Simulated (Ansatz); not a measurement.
Structure of Li:

Space group Fmmm (No. 69). a = 3.096 Å, b = 5.090 Å, c = 10.699 Å, α = 90.00°, β = 90.00°, γ = 90.00°
| atom | site | symmetry | x | y | z |
| --- | --- | --- | --- | --- | --- |
| Li | 8i | mm2 | 0.0000 | 0.0000 | 0.1300 |

Structure used: coordinates from a relaxation with DFT r2SCAN, scalar-relativistic, plane waves, PAW (Ansatz 0.2.0); the starting structure was generated, so it need not be a known form of this composition.

Where will the first 3 clear peaks of its neutron PDF lie (peak width σ = 0.10 Å), and from which pairs do they come?

1. 3.00 Å: Li–Li at 2.78–3.10 Å
2. 3.62 Å: Li–Li at 3.62 Å
3. 4.10 Å: Li–Li at 4.08–4.16 Å

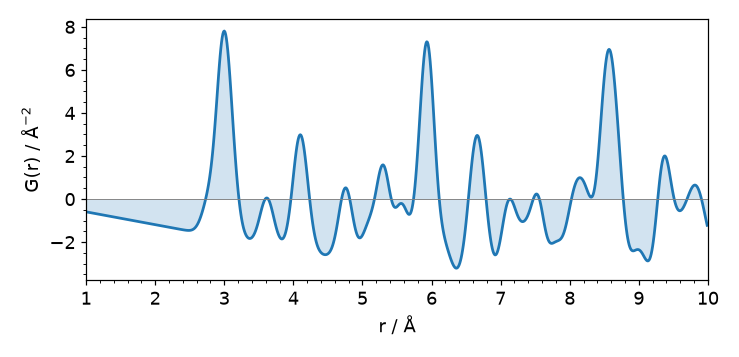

The curve is a calculated neutron PDF: distances of the static structure, each pair weighted by the product of the tabulated coherent neutron scattering lengths (natural isotope mix where the element has one), broadened by Gaussians with σ = 0.10 Å, damped by exp(−(Q_damp r)²/2) with Q_damp = 0.020 Å⁻¹.
